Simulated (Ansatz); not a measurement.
**Quasiparticle gap of BaTiO3 (Pm-3m)**

Aim: the quasiparticle gap of BaTiO3 (Pm-3m), starting from LDA.

Method: LDA, then G0W0 on it, plane waves, PAW, in Ansatz 0.2.0.

**Experimental background.**

- Gap 3.28 eV: optical gap from first-derivative diffuse reflectance spectrum; UV-vis diffuse reflectance; powder (commercial cubic reference powder, crystallite size 31.8 nm) (“Influence of Rapid Heat Treatment on the Photocatalytic Activity and Stability of Barium Titanates Against a Broad Range of Pollutants”, 2024, pmc:11596716).

- Gap 3.2 eV: optical gap from first-derivative diffuse reflectance spectrum; UV-vis diffuse reflectance; powder (“Influence of Rapid Heat Treatment on the Photocatalytic Activity and Stability of Barium Titanates Against a Broad Range of Pollutants”, 2024, pmc:11596716).

### Step 1. The structure

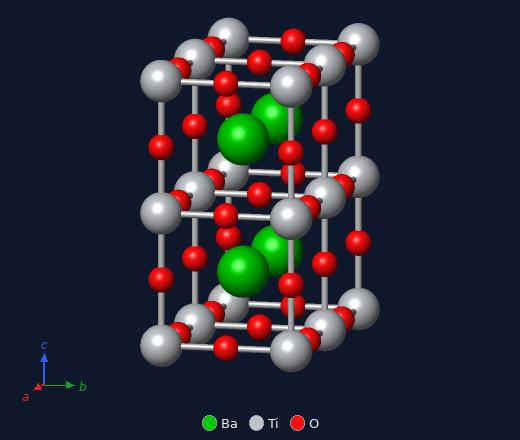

The cell as given, slightly off an axis (barium green, titanium light grey, oxygen red). 2×1×2 cells are drawn. Some periodic images of atoms are drawn too.

The cell and positions come from the Crystallography Open Database and are kept as given unless a step says otherwise. Spin-orbit coupling is left out unless a step names it. The default PAW set here is soft_2. Its files were made with PBE.

### Step 2. Bands along the symmetry lines

Levels along a band path and on the mesh show where this functional puts the band edges.

This step: DFT, LDA, plane waves, PAW.

input.yaml reads:

```yaml
crystal:
  lattice:
    - [4.006, 0.0, 0.0]
    - [0.0, 4.006, 0.0]
    - [0.0, 0.0, 4.006]
  atoms:
    - { symbol: Ba, position: [0.5, 0.5, 0.5] }
    - { symbol: Ti, position: [0.0, 0.0, 0.0] }
    - { symbol: O, position: [0.5, 0.0, 0.0] }
    - { symbol: O, position: [0.0, 0.5, 0.0] }
    - { symbol: O, position: [0.0, 0.0, 0.5] }
kpoints:
  mp_grid: { grid: [6, 6, 6] }
  band_path:
    path:
      - [[0.0, 0.0, 0.0], [0.0, 0.5, 0.0], [0.5, 0.5, 0.0], [0.0, 0.0, 0.0], [0.5, 0.5, 0.5], [0.0, 0.5, 0.0]]
      - [[0.5, 0.5, 0.5], [0.5, 0.5, 0.0]]
    npoints: 10
hamiltonian:
  xc: lda
scf:
  occupations: { method: fermi_dirac, width: 0.02 }
  n_extra_bands: 5
output:
  eigenvalues: true
  write_density: true
  write_potential: true
  elf: true
  volumetric_format: npy
```

On the command line:

```
> ansatz run input.yaml --threads 3 --pin off --max-ram 92160MiB --backend cuda --events-out ev --progress --plain --runs-dir out --devices 1 --max-vram 13GiB  # rebuilt from the run's record
```

Numbers of over 12 decimals in the logs are rounded to 6 here.

Output:

```text
scf.n_extra_bands = 5 over 20 filled bands (N_el = 40.0): the run solves 25 bands
GPUs: using 1 of 1 available (devices: 1).
Engine: ansatz 0.2.0, x86_64-unknown-linux-gnu
Pseudopotentials: kind: paw
Pseudopotential: Ba, paw, valence charge 10, recommended cutoff 420 eV (normal), Ba.paw.azcp
Pseudopotential: Ti, paw, valence charge 12, recommended cutoff 420 eV (normal), Ti.paw.azcp
Pseudopotential: O, paw, valence charge 6, recommended cutoff 420 eV (normal), O.paw.azcp
Functional definition: SPW92
  exchange = slater_x
  correlation = pw_c
device memory: the entry about to start is reckoned to put 0.9 GiB on a device that reports 16.5 GiB free (of which the cap on the GPU budget leaves the run 13.0 GiB)
GPU FFT provider: cuFFT
GPU libraries: cuBLAS 13.8.2, cuFFT 12.4.0, cuSOLVER 12.3.4
Crystal: 5 atoms, lattice volume = 64.288 Å³
Basis set: ecut = 420 eV, 1237 PW (Γ)
Bands: 25, of which v1, the nominal top of the filled ones, is band 20 counted from 1 (19 counted from 0)
Symmetry: 48 space group operations
Space group: Pm-3m (ITA 221), of the structure as read, at distance tolerance 4.0e-5 Å
k-points: 20 of 216
Non-local potential: Ba, projectors of the file, l = 0: 3, l = 1: 2, l = 2: 2, l = 3: 2
Non-local potential: Ti, projectors of the file, l = 0: 3, l = 1: 2, l = 2: 3, l = 3: 1
Non-local potential: O, projectors of the file, l = 0: 2, l = 1: 2, l = 2: 1
PAW form: soft (Blöchl's): semilocal exchange-correlation on the pseudo side does not see the compensation charge
PAW frozen core: Ba, regenerated for the run's functional, and the local potential with it (the file was generated under x = pbe(κ = 0.804, μ = 0.219515), c = pbe(β = 0.066725))
PAW frozen core: Ti, regenerated for the run's functional, and the local potential with it (the file was generated under x = pbe(κ = 0.804, μ = 0.219515), c = pbe(β = 0.066725))
PAW frozen core: O, regenerated for the run's functional, and the local potential with it (the file was generated under x = pbe(κ = 0.804, μ = 0.219515), c = pbe(β = 0.066725))
PAW one-centre angular grid: Ba, 194 points (default); XC on 64 Gauss nodes
PAW one-centre angular grid: Ti, 590 points (default); XC on 64 Gauss nodes
PAW one-centre angular grid: O, 110 points (default); XC on 64 Gauss nodes
Initial density: superposition of atomic densities (neutral atoms: chi_scale 0, normalization atom), corrected by the library's trained network
Initial wavefunctions: pseudopotential atomic-orbital guess
GPU buffer pool allocated for 19683 grid points (all kernels)
GPU transforms: local potential and band sums: pruned to the plane-wave sphere, on 27×27×27
Functional: x = slater, c = lda
SCF iter   1: F=—  HF=-9904.437767 eV  |F-HF|=—  |Δ(HF+E_count)|=         —  Δρ=1.92e-2  dr2=2.32e-1  ethr=1.77e-3  ⟨swp⟩=6.5  Hψ=2521  notcnv=0
preconditioner: auto → Resta (q_TF=auto, 2.521 Å⁻¹)  ε∞=6.1  [insulator: Δε(μ)=1.464 eV  Ē_g=11.648 eV  σ=0.020 eV  W_gap=1.00  n_scr=18 (ndim 8)  ℏωp=26.2 eV  f_vac=0.000  D(μ)=0.00/eV (n_scr^D=0)  ε∞_Penn≈6.1]
SCF iter   2: F=—  HF=-9904.396558 eV  |F-HF|=—  |Δ(HF+E_count)|=   4.12e-2  Δρ=6.03e-3  dr2=2.93e-2  ethr=5.81e-4  ⟨swp⟩=2.6  Hψ=944  notcnv=0  defer=19
SCF iter   3: F=—  HF=-9904.392334 eV  |F-HF|=—  |Δ(HF+E_count)|=   4.22e-3  Δρ=2.15e-3  dr2=3.91e-3  ethr=7.32e-5  ⟨swp⟩=2.0  Hψ=697  notcnv=0  defer=20
SCF iter   4: F=—  HF=-9904.391631 eV  |F-HF|=—  |Δ(HF+E_count)|=   7.03e-4  Δρ=1.81e-4  dr2=3.05e-5  ethr=9.78e-6  ⟨swp⟩=2.0  Hψ=845  notcnv=0  defer=20
SCF iter   5: F=—  HF=-9904.391602 eV  |F-HF|=—  |Δ(HF+E_count)|=   2.87e-5  Δρ=2.88e-5  dr2=5.99e-7  ethr=7.63e-8  ⟨swp⟩=2.4  Hψ=842  notcnv=0  defer=20
SCF iter   6: F=-9904.391602 eV  HF=-9904.391602 eV  |F-HF|=6.48e-9  |Δ(HF+E_count)|=   1.70e-7  Δρ=5.83e-6  dr2=1.94e-8  ethr=2.50e-10  ⟨swp⟩=7.8  Hψ=1990  notcnv=0
SCF 1 converged in 6 iterations: F = -9904.391602 eV  dr2 = 1.94e-8
  greatest PAW one-centre occupation: 0.999 electrons in one spin orbital (limit 2), on the Ti atom at site 1 (counted from 0), in its partial waves of l = 0
device memory: the entry about to start is reckoned to put 1.5 GiB on a device that reports 22.9 GiB free (of which the cap on the GPU budget leaves the run 13.0 GiB)
NSCF: frozen V_eff on 62 k-points, pencils in batches of 32, up to order 112
SCF converged after 6 iterations
Free energy (F): -9904.391602 eV
Harris-Foulkes:  -9904.391602 eV  (|F-HF|=6.48e-9)
Internal energy: -9904.391602 eV  (E = F + TS)
E sigma→0 (E₀):  -9904.391602 eV
Fermi energy:    10.749567 eV
--- Per-component energies (eV) ---
  E_band       = -151.744619
  E_kinetic    = 963.994941
  E_local      = -2100.745996  (includes V_loc(G=0)·N_el)
  E_nonlocal   = 215.831827
  E_hartree    = 813.098191
  E_xc         = -484.655606
  E_vxc        = -541.855633  (∫ρ·V_xc dr)
  E_paw        = -6494.415406  (= ΣΔE_a)
  E_vpaw       = -315.173319  (= ΣTr[D̂ρ^β])
  E_aug_tail   = 0.007420  (compensation charges beyond the density's cutoff)
  E_ewald      = -2818.406203
  E_core_change = 0.899230  (= ΣΔE_core)
  E_smearing   = -0.000000  (= −TS)
  E_closure    = -0.000000  (closes the sum)
  Σ components = -9904.391602   (vs F -9904.391602, Δ=0.00e0)
--- Band table (eV; the first three rows and the last of 20) ---
  k-point 0: bands = [... 16 lower, 8.7613, 9.7796, 9.7796, 9.7796, 11.6035, 11.6035, 11.6035, 13.8726, ... 1 higher]
  k-point 1: bands = [... 16 lower, 8.5381, 9.1479, 9.5913, 9.5913, 11.6353, 12.1331, 12.1331, 13.8745, ... 1 higher]
  k-point 2: bands = [... 16 lower, 8.1531, 8.2859, 9.3197, 9.3197, 11.7010, 12.9871, 12.9871, 13.8772, ... 1 higher]
  k-point 19: bands = [... 16 lower, 7.5353, 9.8842, 9.8842, 9.8842, 14.0573, 14.0573, 14.0573, 16.6549, ... 1 higher]
```

Run time: 3.5 s. Hardware: 1 × NVIDIA H100 80GB HBM3 (shared by 6 runs) with 3 threads of AMD EPYC 7R13 (Zen 3), shared host; peak memory 0.92 GiB.

This step gave:

* filled bands: 20
* gap: 1.719 eV
* valence top at: R
* conduction bottom at: Γ
* least direct gap: 1.824 eV

Over mesh and path the gap is 1.719 eV, from k = (0.500, 0.500, 0.500) to k = Γ. The least direct gap found is 1.824 eV, at k = Γ.

The electronic bands at the labelled points (eV, zero at the top of the highest nominally filled band):

| point | band 17 | band 18 | band 19 | band 20 | band 21 | band 22 | band 23 | band 24 |
| --- | --- | --- | --- | --- | --- | --- | --- | --- |
| Γ | -1.12 | -0.10 | -0.10 | -0.10 | 1.72 | 1.72 | 1.72 | 3.99 |
| X | -1.83 | -1.83 | -0.68 | -0.68 | 1.85 | 3.49 | 3.49 | 3.99 |
| M | -1.71 | -0.83 | -0.83 | -0.05 | 3.51 | 3.51 | 3.92 | 4.83 |
| Γ | -1.12 | -0.10 | -0.10 | -0.10 | 1.72 | 1.72 | 1.72 | 3.99 |
| R | -2.35 | 0.00 | 0.00 | 0.00 | 4.17 | 4.17 | 4.17 | 6.77 |
| X | -1.83 | -1.83 | -0.68 | -0.68 | 1.85 | 3.49 | 3.49 | 3.99 |
| jump to R | -2.35 | 0.00 | 0.00 | 0.00 | 4.17 | 4.17 | 4.17 | 6.77 |
| M | -1.71 | -0.83 | -0.83 | -0.05 | 3.51 | 3.51 | 3.92 | 4.83 |

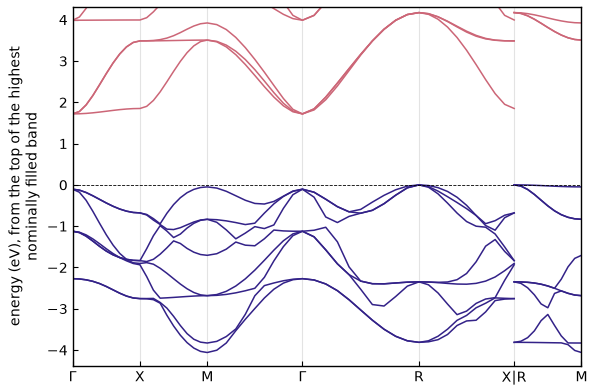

Electronic bands along the path; lines of filled and empty bands in two colours.

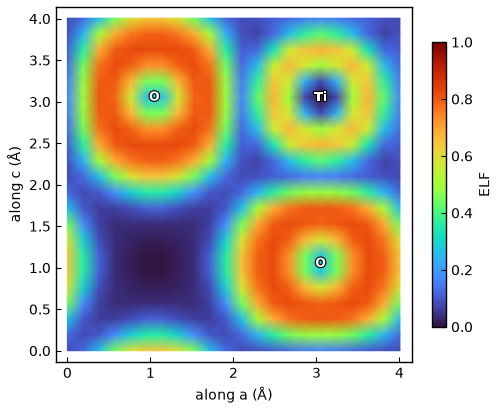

ELF in the ac plane at fractional y = 0.000, with atoms of Ti and O within 0.2 Å of it. It is the smooth field of the valence electrons, not physical close to the nuclei. The map starts off the cell's origin, so that atoms lie inside it.

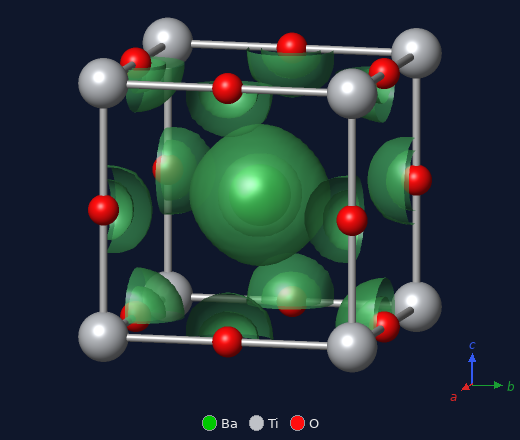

Surface of ELF = 0.79.

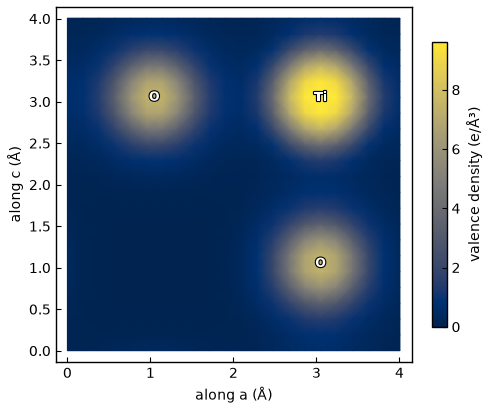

Valence density in the ac plane at fractional y = 0.000, with atoms of Ti and O within 0.2 Å of it. It is the smooth field of the valence electrons, not physical close to the nuclei. The map starts off the cell's origin, so that atoms lie inside it.

### Step 3. One-shot GW

G0W0 replaces the xc potential by a self-energy built once from the orbitals of the start. Levels are corrected in the window of bands that the input names, at points of the mesh.

This step: G0W0 on LDA, plane waves, PAW.

input.yaml, the sections that differ from step 2:

```yaml
kpoints:
  mp_grid: { grid: [4, 4, 4] }
scf:
  occupations: { method: fixed }
gw:
  n_empty_bands: 509
  ecut_chi: 230.0
  qp_bands: [v2, c2]
  qp_kpoints: band_edges
  screening: { model: contour_deformation }
# crystal, hamiltonian: as in step 2
# output: removed
```

Output:

```text
GPUs: using 1 of 1 available (devices: 1).
[...]
GPU FFT provider: cuFFT
GPU libraries: cuBLAS 13.8.2, cuFFT 12.4.0, cuSOLVER 12.3.4
Crystal: 5 atoms, lattice volume = 64.288 Å³
Basis set: ecut = 420 eV, 1237 PW (Γ)
Bands: 25, of which v1, the nominal top of the filled ones, is band 20 counted from 1 (19 counted from 0)
Symmetry: 48 space group operations
[...]
k-points: 10 of 64
[...]
GPU buffer pool allocated for 19683 grid points (all kernels)
[...]
SCF iter   1: F=—  HF=-9904.418014 eV  |F-HF|=—  |Δ(HF+E_count)|=         —  Δρ=1.83e-2  dr2=2.09e-1  ethr=1.77e-3  ⟨swp⟩=4.3  Hψ=1065  notcnv=0  defer=12
[...]
SCF iter   8: F=-9904.374895 eV  HF=-9904.374895 eV  |F-HF|=6.91e-11  |Δ(HF+E_count)|=   3.26e-8  Δρ=1.08e-6  dr2=8.08e-10  ethr=2.50e-10  ⟨swp⟩=7.8  Hψ=1005  notcnv=0
SCF 1 converged in 8 iterations: F = -9904.374895 eV  dr2 = 8.08e-10
[...]
NSCF: frozen V_eff on 10 k-points, pencils in batches of 32, up to order 100
the band table was solved once the SCF had ended and its energy, with any forces and stress, was formed, with the checks that follow a solve (1072 applications of the Hamiltonian). They found nothing against the state; the energy, forces and stress were not computed again (output.eigenvalues in the input reference)
[...]
NSCF: frozen V_eff on 10 k-points
G₀W₀ screening: q 1/10
[... further progress lines ...]
SCF converged after 8 iterations
Free energy (F): -9904.374895 eV
[...]
Internal energy: -9904.374895 eV  (E = F + TS)
E sigma→0 (E₀):  -9904.374895 eV
Fermi energy:    9.888463 eV
[...]
--- Band table (eV; the first three rows and the last of 10) ---
  k-point 0: bands = [... 16 lower, 8.7651, 9.7838, 9.7838, 9.7838, 11.5904, 11.5904, 11.5904, 13.8566, ... 1 higher]
  k-point 1: bands = [... 16 lower, 8.3403, 8.6779, 9.4496, 9.4496, 11.6545, 12.5688, 12.5688, 13.8600, ... 1 higher]
  k-point 2: bands = [... 16 lower, 8.0498, 8.0498, 9.2093, 9.2093, 11.7211, 13.3598, 13.3598, 13.8625, ... 1 higher]
  k-point 9: bands = [... 16 lower, 7.5356, 9.8885, 9.8885, 9.8885, 14.0448, 14.0448, 14.0448, 16.6560, ... 1 higher]
--- G₀W₀: contour deformation, 7 samples at zero and on the imaginary axis and 1 off it, 64 q-points, 509 empty bands' worth ---
  eigenvalues of the whole cell's RPA ε∞ on this k-mesh (on a slab, of 1 + 4πα/V) = 7.2563, 7.2563, 7.2563; static W/v taken at q = 0 is 0.137811
  bands read: the sum over 529 bands ends inside a degenerate multiplet in 3 slots, whose members it reads at an even weight; the widest, k=9: bands 529 to 531 (counted from 1) at 1/3 each
  gw.qp_kpoints: band_edges: 9 of 10 stored k-points solved, in 1 pass; an edge of the gap read off the rows below is read off those points alone
    valence top: of the k-points left out ik 6 came nearest to being solved in a further pass, in band 20 (counted from 1, as in the quasiparticle table): it holds the edge there only if its correction is more favourable than any solved in that band by at least 0.594 eV; those differ by 0.049 eV
    conduction bottom: of the k-points left out ik 6 came nearest to being solved in a further pass, in band 21 (counted from 1, as in the quasiparticle table): it holds the edge there only if its correction is more favourable than any solved in that band by at least 1.330 eV; those differ by 0.128 eV
    ik  band        ε_KS         Σx   Σc(E_QP)       V_xc       Z   E_QP_lin       E_QP  E_QP is
     0    19      9.7838   -25.9645     4.1452   -21.4124  0.7124     9.3731     9.3770  root
     0    20      9.7838   -25.9645     4.1452   -21.4124  0.7124     9.3731     9.3770  root
     0    21     11.5904   -12.5945    -6.8045   -20.5915  0.7243    12.8209    12.7829  root
     0    22     11.5904   -12.5945    -6.8045   -20.5915  0.7243    12.8209    12.7829  root
     1    19      9.4496   -25.6233     4.1060   -21.1177  0.7099     9.0460     9.0500  root
     1    20      9.4496   -25.6233     4.1060   -21.1177  0.7099     9.0460     9.0500  root
     1    21     11.6545   -12.7212    -6.9027   -20.8320  0.7215    12.9025    12.8625  root
     1    22     12.5688   -14.1721    -6.7686   -22.0623  0.6999    13.7298    13.6905  root
     2    19      9.2093   -25.6876     4.3042   -20.9501  0.7078     8.7711     8.7760  root
     2    20      9.2093   -25.6876     4.3042   -20.9501  0.7078     8.7711     8.7760  root
     2    21     11.7211   -12.8611    -7.0086   -21.0940  0.7185    12.9877    12.9454  root
     2    22     13.3598   -14.8066    -7.3875   -23.3079  0.6741    14.5248    14.4736  root
     3    19      8.9587   -24.9841     3.8599   -20.7594  0.7082     8.5905     8.5940  root
     3    20      9.4383   -25.3824     4.3152   -20.6648  0.7010     9.0315     9.0359  root
     3    21     12.5232   -13.9769    -6.8726   -21.9891  0.7013    13.7034    13.6627  root
     3    22     12.6637   -14.3258    -6.8909   -22.3464  0.6955    13.8347    13.7933  root
     4    19      8.8054   -24.8076     4.4010   -19.9987  0.6925     8.3922     8.3976  root
     4    20      9.4110   -25.1126     4.4032   -20.3098  0.6976     9.0069     9.0114  root
     4    21     12.6218   -14.1612    -6.9811   -22.2883  0.6968    13.8105    13.7679  root
     4    22     13.3688   -14.7710    -7.4529   -23.3420  0.6734    14.5386    14.4870  root
     5    19      9.0546   -25.1240     4.4068   -20.2760  0.6978     8.6075     8.6134  root
     5    20      9.8398   -25.6295     4.4805   -20.7508  0.7005     9.4376     9.4416  root
     5    21     13.3793   -14.7582    -7.5021   -23.3812  0.6729    14.5525    14.5000  root
     5    22     13.3793   -14.7582    -7.5021   -23.3812  0.6729    14.5525    14.5000  root
     7    19      9.3126   -25.0221     4.4744   -20.1333  0.6966     8.8931     8.8981  root
     7    20      9.3936   -24.9430     4.4317   -20.1232  0.6962     9.0013     9.0055  root
     7    21     13.1339   -14.3844    -7.2987   -22.8101  0.6835    14.3098    14.2610  root
     7    22     13.5734   -14.2276    -7.7528   -23.1006  0.6709    14.7497    14.6936  root
     8    19      9.3798   -25.1408     4.4757   -20.2550  0.6973     8.9649     8.9697  root
     8    20      9.8643   -25.6911     4.4794   -20.8198  0.7007     9.4685     9.4724  root
     8    21     13.6844   -14.7075    -7.7584   -23.5736  0.6646    14.8480    14.7921  root
     8    22     13.6844   -14.7075    -7.7584   -23.5736  0.6646    14.8480    14.7921  root
     9    19      9.8885   -25.7560     4.4786   -20.8926  0.7008     9.5000     9.5038  root
     9    20      9.8885   -25.7560     4.4786   -20.8926  0.7008     9.5000     9.5038  root
     9    21     14.0448   -14.7009    -8.1839   -23.9814  0.6487    15.1985    15.1414  root
     9    22     14.0448   -14.7009    -8.1839   -23.9814  0.6487    15.1985    15.1414  root
```

Elapsed: 13 s, on 1 × NVIDIA H100 80GB HBM3 (shared by 6 runs) with 3 threads; peak memory 1.6 GiB; 21 s of CPU time.

Numbers from this step:

* bands summed: 529
* RPA ε∞ on this mesh (eigenvalues): 7.256, 7.256, 7.256
* plane waves in the screening matrix: 485
* q-points in the mesh: 64
* G0W0 gap over the corrected points: 3.279 eV
* k of the valence top: -0.5, -0.5, -0.5
* k of the conduction bottom: 0, 0, 0
* starting gap on the mesh: 1.702 eV
* Z at the valence top: 0.7008
* Z at the conduction bottom: 0.7243
* least direct G0W0 gap over the corrected points: 3.406 eV

Over 9 of 10 irreducible mesh points the G0W0 gap is 3.279 eV, from k = (-0.500, -0.500, -0.500) to k = Γ. The LDA gap of this run on the mesh is 1.702 eV. The two states that bound the G0W0 gap lie that far apart at the start, so the correction of the gap is 3.279 − 1.702 = +1.577 eV. The start of this run differs from the step before in mesh (6×6×6 and 4×4×4).

Labels follow the order of the start: v1 is the top filled band, c1 the lowest empty one; levels that stay degenerate share a row, the window can cut a multiplet, doubted levels are not marked in this list, bands outside the window were not corrected, and the list may be a part of the corrected levels. Levels before and after the correction, in eV, zero at the valence-band top of each column:

|  | conduction bottom | valence top |
| --- | --- | --- |
| Kohn-Sham | 1.70 | 0.00 |
| G0W0 | 3.28 | 0.00 |

|  | level | occupation | energy (eV) |
| --- | --- | --- | --- |
| Kohn-Sham | Γ v2-v1 | 2 | -0.105 |
| Kohn-Sham | Γ c1-c2 | 0 | 1.702 |
| Kohn-Sham | (-0.5 -0.5 -0.5) v2-v1 | 2 | 0.000 |
| Kohn-Sham | (-0.5 -0.5 -0.5) c1-c2 | 0 | 4.156 |
| G0W0 | Γ v2-v1 | 2 | -0.127 |
| G0W0 | Γ c1-c2 | 0 | 3.279 |
| G0W0 | (-0.5 -0.5 -0.5) v2-v1 | 2 | 0.000 |
| G0W0 | (-0.5 -0.5 -0.5) c1-c2 | 0 | 5.638 |

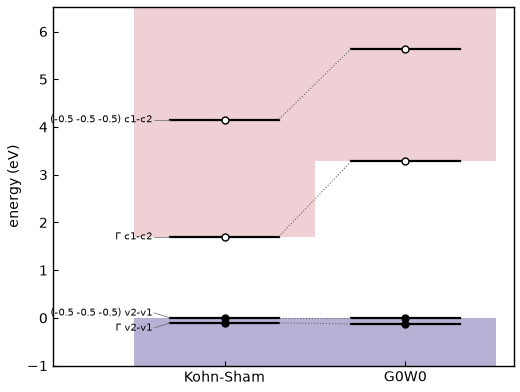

Levels before and after the correction. Shaded: valence and conduction bands. Filled marks are occupied levels, open marks empty ones.

The parts of the quasiparticle energy for the two states that bound the G0W0 gap, in eV on the run's own scale (QP = start + Σx + Σc − Vxc, with Σc at the quasiparticle energy):

| edge | k | band | start | Σx | Σc | Vxc | Z | QP |
| --- | --- | --- | --- | --- | --- | --- | --- | --- |
| valence top | (-0.500, -0.500, -0.500) | 19 | 9.889 | −25.756 | 4.479 | −20.893 | 0.701 | 9.504 |
| conduction bottom | Γ | 21 | 11.590 | −12.595 | −6.804 | −20.591 | 0.724 | 12.783 |

(Continued in part 2 of 2.)

[Paths, hosts, dates, memory and timing lines, banners, echoed tables and standing remarks are left out of the program output.]

[Logs are printed without paths, hosts, clocks, repeated set-up lines and the standing remarks that a program may print on its own settings, such as how far it seeks lower states.]

[Runs of the session that timed out or met a known fault of the program may be left out.]

[Cells called generated may have been cut or substituted from an entry of the Crystallography Open Database or the Materials Project.]

[Hosts, paths, dates, database ids (printed as entryN), source tags and the programs' standing remarks are cut or masked in the printed files.]

[Where an RPA ε∞ is given, it is that of the G0W0 mesh and is not shown converged in it. Names of k-points follow the symmetry that the program found, which can be lower than the space group named. Band edges on a path are those of the sampled points; other points can move an edge, and change direct to indirect where valleys lie close.]

[Hybrid gaps are those of their k-mesh and are not shown converged in it.]
